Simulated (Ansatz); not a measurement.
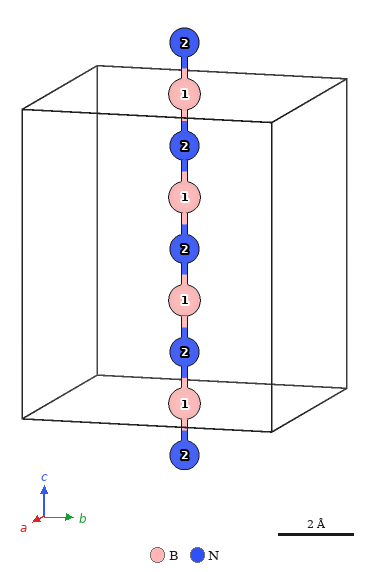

A wire of composition BN, before the relaxation. The picture is a ball-and-stick view of the 3 repeat of the cell, with the vacuum cut short, seen slightly off an axis.

Case: linear chain of atoms.

Theory: DFT r2SCAN, scalar-relativistic, plane waves, PAW in Ansatz.

Input file:
```yaml
crystal:
  lattice:
    - [9.0, 0.0, 0.0]
    - [0.0, 9.3, 0.0]
    - [0.0, 0.0, 2.8134262098]
  atoms:
    - { symbol: B, position: [0.5, 0.5, 0.0], spin: 0.5 }
    - { symbol: "N", position: [0.5, 0.5, 0.5], spin: 0.5 }
basis:
  ecutwfc: 500
kpoints:
  mp_grid: { grid: [1, 1, 23] }
hamiltonian:
  xc: r2scan
scf:
  occupations: { method: gaussian, width: 0.05 }
output:
  forces: true
  stress: true
  eigenvalues: true
  populations: true
  write_density: true
  write_potential: true
  elf: true
  volumetric_format: npy
magnetization:
  spin_polarized: true
relax:
  adjacent_minimum: "off"
  f_tol: 0.01
  max_steps: 45
  cell: { fix: [a, b, alpha, beta, gamma], stress_tol: 0.03 }
```

Command:
```bash
ansatz run input.yaml --threads 2 --pin off --max-ram 5120MiB --backend cpu --events-out ev --progress --plain --runs-dir out
```

What does the optimiser find from here?

Answer. No atom moves by more than 0.005 Å relative to the layer's centre. Along the periodic axis the drawn cell goes c 8.440 → 7.821 Å (−7.3 %). Near-neighbour distances that change, for instance: B1–N2 1.407 → 1.303 Å. Over 4 accepted moves (6 points after the start) the energy falls by 0.601 eV per cell of the calculation. All forces vanish by symmetry, so only the cell relaxes. At 2 points the geometry stayed and the basis and grid were re-selected for the new cell (energy shift of 0.5 meV per cell of the calculation at most each time). The program noted that the starting moments weren't kept.

After the run, drawn alike:

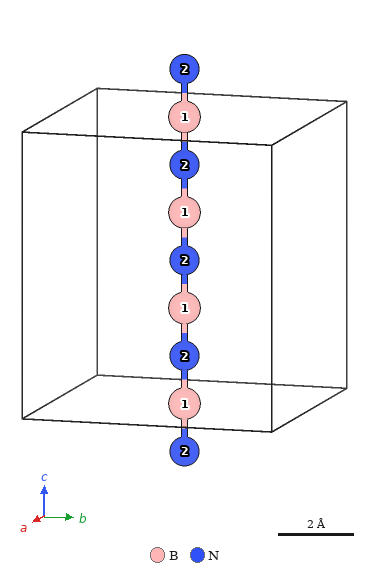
